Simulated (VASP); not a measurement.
## Run report: Al$_{31}$Cu, geometry relaxation (part 3 of 5)

The same run, continued: Al$_{31}$Cu (defect cell, 32 atoms in the cell); Kohn-Sham DFT of a periodic cell, PBE, VASP PAW PBE potentials, recommended, no spin polarisation (VASP 6.6.1); cutoff 400 eV, 6×6×6 k-mesh, fermi-dirac of 0.05 eV. 

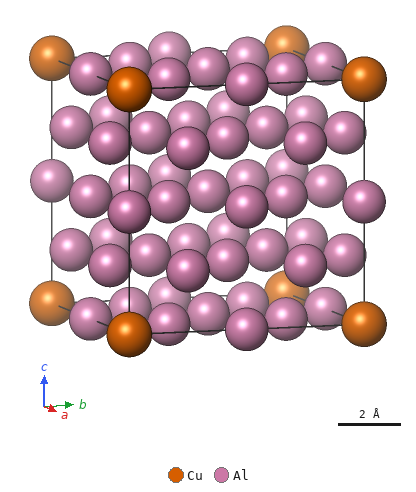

The starting structure (spheres-only view of the cell of the calculation, seen slightly off an axis).

Parts of OUTCAR, continued
```
 -----------------------------------------------------------------------------------
      0.00000      8.08000      0.00000         0.000000     -0.000000      0.000000
      0.00000      8.08000      4.04000         0.000000     -0.000000      0.000000
      0.00000      4.04000      0.00000         0.000000     -0.000000      0.000000
      0.00000      4.04000      4.04000         0.000000     -0.000000      0.000000
      4.04000      8.08000      0.00000         0.000000     -0.000000      0.000000
      4.04000      8.08000      4.04000         0.000000     -0.000000      0.000000
      4.04000      4.04000      0.00000         0.000000     -0.000000      0.000000
      4.04000      4.04000      4.04000         0.000000     -0.000000      0.000000
      0.00000      2.01308      2.01308         0.000000     -0.101850     -0.101850
      0.00000      2.01308      6.06692         0.000000     -0.101850      0.101850
      0.00000      6.06692      2.01308         0.000000      0.101850     -0.101850
      0.00000      6.06692      6.06692         0.000000      0.101850      0.101850
      4.04000      2.01962      2.01962         0.000000     -0.013360     -0.013360
      4.04000      2.01962      6.06038         0.000000     -0.013360      0.013360
      4.04000      6.06038      2.01962         0.000000      0.013360     -0.013360
      4.04000      6.06038      6.06038         0.000000      0.013360      0.013360
      2.01308      8.08000      2.01308        -0.101850     -0.000000     -0.101850
      2.01308      8.08000      6.06692        -0.101850     -0.000000      0.101850
      2.01962      4.04000      2.01962        -0.013360     -0.000000     -0.013360
      2.01962      4.04000      6.06038        -0.013360     -0.000000      0.013360
      6.06692      8.08000      2.01308         0.101850     -0.000000     -0.101850
      6.06692      8.08000      6.06692         0.101850     -0.000000      0.101850
      6.06038      4.04000      2.01962         0.013360     -0.000000     -0.013360
      6.06038      4.04000      6.06038         0.013360     -0.000000      0.013360
      2.01308      2.01308      8.08000        -0.101850     -0.101850      0.000000
      2.01962      2.01962      4.04000        -0.013360     -0.013360      0.000000
      2.01308      6.06692      0.00000        -0.101850      0.101850      0.000000
      2.01962      6.06038      4.04000        -0.013360      0.013360      0.000000
      6.06692      2.01308      0.00000         0.101850     -0.101850      0.000000
      6.06038      2.01962      4.04000         0.013360     -0.013360      0.000000
      6.06692      6.06692      0.00000         0.101850      0.101850      0.000000
      6.06038      6.06038      4.04000         0.013360      0.013360      0.000000
 -----------------------------------------------------------------------------------
    total drift:                                0.000000      0.000000      0.000000

  FREE ENERGIE OF THE ION-ELECTRON SYSTEM (eV)
  ---------------------------------------------------
  free  energy   TOTEN  =      -119.9234173199 eV

  energy  without entropy=     -119.8065225063  energy(sigma->0) =     -119.86496991

--------------------------------------- Ionic step        3  -------------------------------------------

 number of electron     103.9999951 magnetization

------------------------ aborting loop because EDIFF is reached ----------------------------------------

  FORCE on cell =-STRESS in cart. coord.  units (eV):
  Direction    XX          YY          ZZ          XY          YZ          ZX
  --------------------------------------------------------------------------------------
  -------------------------------------------------------------------------------------
  Total       -2.7277457     -2.7277457     -2.7277457      0.0000000      0.0000000     -0.0000000
  in kB       -8.2847685     -8.2847685     -8.2847685      0.0000000      0.0000000     -0.0000000
  external PRESSURE =      -8.2847685 kB  Pullay stress =       0.0000000 kB

 VOLUME and BASIS-vectors are now :
 -----------------------------------------------------------------------------
  energy-cutoff  :      400.00
  volume of cell :      527.51
      direct lattice vectors                 reciprocal lattice vectors
     8.080000000  0.000000000  0.000000000     0.123762376  0.000000000  0.000000000
     0.000000000  8.080000000  0.000000000     0.000000000  0.123762376  0.000000000
     0.000000000  0.000000000  8.080000000     0.000000000  0.000000000  0.123762376

 POSITION                                       TOTAL-FORCE (eV/Angst)
 -----------------------------------------------------------------------------------
      0.00000      0.00000      0.00000        -0.000000      0.000000      0.000000
      0.00000      0.00000      4.04000        -0.000000      0.000000      0.000000
      0.00000      4.04000      0.00000        -0.000000      0.000000      0.000000
      0.00000      4.04000      4.04000        -0.000000      0.000000      0.000000
      4.04000      0.00000      0.00000        -0.000000      0.000000      0.000000
      4.04000      0.00000      4.04000        -0.000000      0.000000      0.000000
      4.04000      4.04000      0.00000        -0.000000      0.000000      0.000000
      4.04000      4.04000      4.04000        -0.000000      0.000000      0.000000
      0.00000      1.99591      1.99591        -0.000000      0.004109      0.004109
      0.00000      1.99591      6.08409        -0.000000      0.004109     -0.004109
      0.00000      6.08409      1.99591        -0.000000     -0.004109      0.004109
      0.00000      6.08409      6.08409        -0.000000     -0.004109     -0.004109
      4.04000      2.01866      2.01866        -0.000000     -0.025815     -0.025815
      4.04000      2.01866      6.06134        -0.000000     -0.025815      0.025815
      4.04000      6.06134      2.01866        -0.000000      0.025815     -0.025815
      4.04000      6.06134      6.06134        -0.000000      0.025815      0.025815
      1.99591      0.00000      1.99591         0.004109      0.000000      0.004109
      1.99591      0.00000      6.08409         0.004109      0.000000     -0.004109
      2.01866      4.04000      2.01866        -0.025815      0.000000     -0.025815
      2.01866      4.04000      6.06134        -0.025815      0.000000      0.025815
      6.08409      0.00000      1.99591        -0.004109      0.000000      0.004109
      6.08409      0.00000      6.08409        -0.004109      0.000000     -0.004109
      6.06134      4.04000      2.01866         0.025815      0.000000     -0.025815
      6.06134      4.04000      6.06134         0.025815      0.000000      0.025815
      1.99591      1.99591      0.00000         0.004109      0.004109     -0.000000
      2.01866      2.01866      4.04000        -0.025815     -0.025815      0.000000
      1.99591      6.08409      0.00000         0.004109     -0.004109      0.000000
      2.01866      6.06134      4.04000        -0.025815      0.025815      0.000000
      6.08409      1.99591      0.00000        -0.004109      0.004109     -0.000000
      6.06134      2.01866      4.04000         0.025815     -0.025815     -0.000000
      6.08409      6.08409      0.00000        -0.004109     -0.004109      0.000000
      6.06134      6.06134      4.04000         0.025815      0.025815     -0.000000
 -----------------------------------------------------------------------------------
    total drift:                               -0.000000     -0.000000     -0.000000

  FREE ENERGIE OF THE ION-ELECTRON SYSTEM (eV)
  ---------------------------------------------------
  free  energy   TOTEN  =      -119.9441388169 eV

  energy  without entropy=     -119.8255064565  energy(sigma->0) =     -119.88482264

--------------------------------------- Ionic step        4  -------------------------------------------

 number of electron     103.9999951 magnetization

------------------------ aborting loop because EDIFF is reached ----------------------------------------

  FORCE on cell =-STRESS in cart. coord.  units (eV):
  Direction    XX          YY          ZZ          XY          YZ          ZX
  --------------------------------------------------------------------------------------
  -------------------------------------------------------------------------------------
  Total       -2.7255487     -2.7255487     -2.7255487     -0.0000000     -0.0000000      0.0000000
  in kB       -8.2780959     -8.2780959     -8.2780959     -0.0000000     -0.0000000      0.0000000
  external PRESSURE =      -8.2780959 kB  Pullay stress =       0.0000000 kB

 VOLUME and BASIS-vectors are now :
 -----------------------------------------------------------------------------
  energy-cutoff  :      400.00
  volume of cell :      527.51
      direct lattice vectors                 reciprocal lattice vectors
     8.080000000  0.000000000  0.000000000     0.123762376  0.000000000  0.000000000
     0.000000000  8.080000000  0.000000000     0.000000000  0.123762376  0.000000000
     0.000000000  0.000000000  8.080000000     0.000000000  0.000000000  0.123762376

 POSITION                                       TOTAL-FORCE (eV/Angst)
 -----------------------------------------------------------------------------------
      0.00000      0.00000      0.00000         0.000000     -0.000000      0.000000
      0.00000      0.00000      4.04000         0.000000     -0.000000      0.000000
      0.00000      4.04000      0.00000         0.000000     -0.000000      0.000000
      0.00000      4.04000      4.04000         0.000000     -0.000000      0.000000
      4.04000      0.00000      0.00000         0.000000     -0.000000      0.000000
      4.04000      0.00000      4.04000         0.000000     -0.000000      0.000000
      4.04000      4.04000      0.00000         0.000000     -0.000000      0.000000
      4.04000      4.04000      4.04000         0.000000     -0.000000      0.000000
      0.00000      1.99639      1.99639         0.000000      0.001060      0.001060
      0.00000      1.99639      6.08361         0.000000      0.001060     -0.001060
      0.00000      6.08361      1.99639         0.000000     -0.001060      0.001060
      0.00000      6.08361      6.08361         0.000000     -0.001060     -0.001060
      4.04000      2.01869      2.01869         0.000000     -0.025468     -0.025468
      4.04000      2.01869      6.06131         0.000000     -0.025468      0.025468
      4.04000      6.06131      2.01869         0.000000      0.025468     -0.025468
      4.04000      6.06131      6.06131         0.000000      0.025468      0.025468
      1.99639      0.00000      1.99639         0.001060     -0.000000      0.001060
      1.99639      0.00000      6.08361         0.001060     -0.000000     -0.001060
      2.01869      4.04000      2.01869        -0.025468     -0.000000     -0.025468
      2.01869      4.04000      6.06131        -0.025468     -0.000000      0.025468
      6.08361      0.00000      1.99639        -0.001060     -0.000000      0.001060
      6.08361      0.00000      6.08361        -0.001060     -0.000000     -0.001060
      6.06131      4.04000      2.01869         0.025468     -0.000000     -0.025468
      6.06131      4.04000      6.06131         0.025468     -0.000000      0.025468
      1.99639      1.99639      0.00000         0.001060      0.001060     -0.000000
      2.01869      2.01869      4.04000        -0.025468     -0.025468     -0.000000
      1.99639      6.08361      0.00000         0.001060     -0.001060      0.000000
      2.01869      6.06131      4.04000        -0.025468      0.025468     -0.000000
      6.08361      1.99639      0.00000        -0.001060      0.001060     -0.000000
      6.06131      2.01869      4.04000         0.025468     -0.025468      0.000000
      6.08361      6.08361      0.00000        -0.001060     -0.001060      0.000000
      6.06131      6.06131      4.04000         0.025468      0.025468      0.000000
 -----------------------------------------------------------------------------------
    total drift:                               -0.000000     -0.000000     -0.000000

  FREE ENERGIE OF THE ION-ELECTRON SYSTEM (eV)
  ---------------------------------------------------
  free  energy   TOTEN  =      -119.9441516408 eV

  energy  without entropy=     -119.8255595553  energy(sigma->0) =     -119.88485560

--------------------------------------- Ionic step        5  -------------------------------------------

 number of electron     103.9999951 magnetization

------------------------ aborting loop because EDIFF is reached ----------------------------------------

  FORCE on cell =-STRESS in cart. coord.  units (eV):
  Direction    XX          YY          ZZ          XY          YZ          ZX
  --------------------------------------------------------------------------------------
  -------------------------------------------------------------------------------------
  Total       -2.7350709     -2.7350709     -2.7350709      0.0000000      0.0000000     -0.0000000
  in kB       -8.3070168     -8.3070168     -8.3070168      0.0000000      0.0000000     -0.0000000
  external PRESSURE =      -8.3070168 kB  Pullay stress =       0.0000000 kB

 VOLUME and BASIS-vectors are now :
 -----------------------------------------------------------------------------
  energy-cutoff  :      400.00
  volume of cell :      527.51
      direct lattice vectors                 reciprocal lattice vectors
     8.080000000  0.000000000  0.000000000     0.123762376  0.000000000  0.000000000
     0.000000000  8.080000000  0.000000000     0.000000000  0.123762376  0.000000000
     0.000000000  0.000000000  8.080000000     0.000000000  0.000000000  0.123762376

 POSITION                                       TOTAL-FORCE (eV/Angst)
 -----------------------------------------------------------------------------------
      0.00000      8.08000      0.00000         0.000000      0.000000      0.000000
      0.00000      8.08000      4.04000         0.000000      0.000000      0.000000
      0.00000      4.04000      0.00000         0.000000      0.000000      0.000000
      0.00000      4.04000      4.04000         0.000000      0.000000      0.000000
      4.04000      8.08000      0.00000         0.000000      0.000000      0.000000
      4.04000      8.08000      4.04000         0.000000      0.000000      0.000000
      4.04000      4.04000      0.00000         0.000000      0.000000      0.000000
      4.04000      4.04000      4.04000         0.000000      0.000000      0.000000
      0.00000      1.99617      1.99617         0.000000      0.000574      0.000574
      0.00000      1.99617      6.08383         0.000000      0.000574     -0.000574
      0.00000      6.08383      1.99617         0.000000     -0.000574      0.000574
      0.00000      6.08383      6.08383         0.000000     -0.000574     -0.000574
      4.04000      2.01685      2.01685         0.000000     -0.014460     -0.014460
      4.04000      2.01685      6.06315         0.000000     -0.014460      0.014460
      4.04000      6.06315      2.01685         0.000000      0.014460     -0.014460
      4.04000      6.06315      6.06315         0.000000      0.014460      0.014460
      1.99617      8.08000      1.99617         0.000574      0.000000      0.000574
      1.99617      8.08000      6.08383         0.000574      0.000000     -0.000574
      2.01685      4.04000      2.01685        -0.014460      0.000000     -0.014460
      2.01685      4.04000      6.06315        -0.014460      0.000000      0.014460
      6.08383      8.08000      1.99617        -0.000574      0.000000      0.000574
      6.08383      8.08000      6.08383        -0.000574      0.000000     -0.000574
      6.06315      4.04000      2.01685         0.014460      0.000000     -0.014460
      6.06315      4.04000      6.06315         0.014460      0.000000      0.014460
      1.99617      1.99617      8.08000         0.000574      0.000574      0.000000
      2.01685      2.01685      4.04000        -0.014460     -0.014460      0.000000
      1.99617      6.08383      0.00000         0.000574     -0.000574      0.000000
      2.01685      6.06315      4.04000        -0.014460      0.014460      0.000000
      6.08383      1.99617      8.08000        -0.000574      0.000574     -0.000000
      6.06315      2.01685      4.04000         0.014460     -0.014460     -0.000000
      6.08383      6.08383      0.00000        -0.000574     -0.000574     -0.000000
      6.06315      6.06315      4.04000         0.014460      0.014460     -0.000000
```
